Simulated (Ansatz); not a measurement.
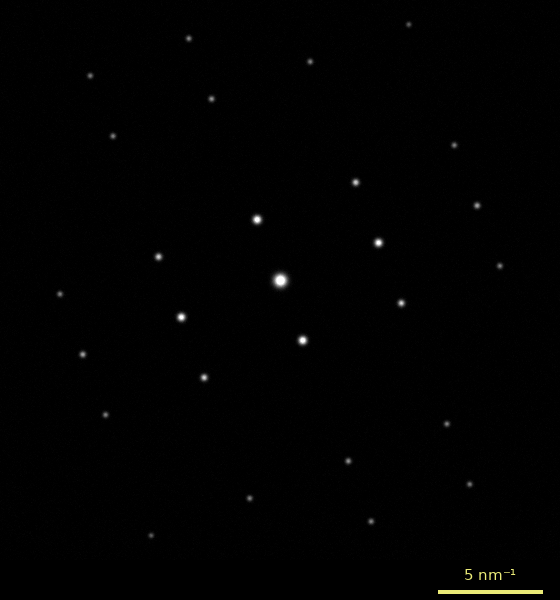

The pattern is a kinematic simulation for 300 kV electrons (no multiple scattering; isotropic B = 0.5 Å²).

It belongs to Ti, space group Fd-3m (No. 227), a = 5.57 Å. Structure: coordinates from a relaxation with DFT, r2SCAN, plane waves (500 eV) with PAW, scalar-relativistic in Ansatz; the starting structure was generated, so it need not be a known form of this composition.

```cif
data_structure
_symmetry_space_group_name_H-M 'Fd-3m:1'
_symmetry_Int_Tables_number 227
_cell_length_a 5.5676
_cell_length_b 5.5676
_cell_length_c 5.5676
_cell_angle_alpha 90.000
_cell_angle_beta 90.000
_cell_angle_gamma 90.000
_cell_volume 172.59
loop_
_atom_site_label
_atom_site_type_symbol
_atom_site_symmetry_multiplicity
_atom_site_Wyckoff_symbol
_atom_site_fract_x
_atom_site_fract_y
_atom_site_fract_z
_atom_site_occupancy
Ti1 Ti 8 b 0.25000 0.25000 0.75000 1
```

Q: Determine the zone axis from the geometry of the pattern.

A: The spots form a rectangular net whose two shortest vectors correspond to d = 3.21 Å and 1.97 Å, 90.0° apart. They index as -1 1 1 and 0 -2 2, so the zone axis is [211] (or an equivalent direction of <211>).

Q: List the strongest reflections.

A: Strongest reflections with d > 0.80 Å, one of each family (|F|² from tabulated Gaussian fits of the electron scattering factors, times a small damping for the curvature of the Ewald sphere):

```tsv
hkl	d (Å)	I (strongest = 100)
1 -1 -1	3.214	100
0 2 -2	1.968	74
1 1 -3	1.679	26
0 4 -4	0.984	11
3 -3 -3	1.071	7
4 -4 -4	0.804	5
```
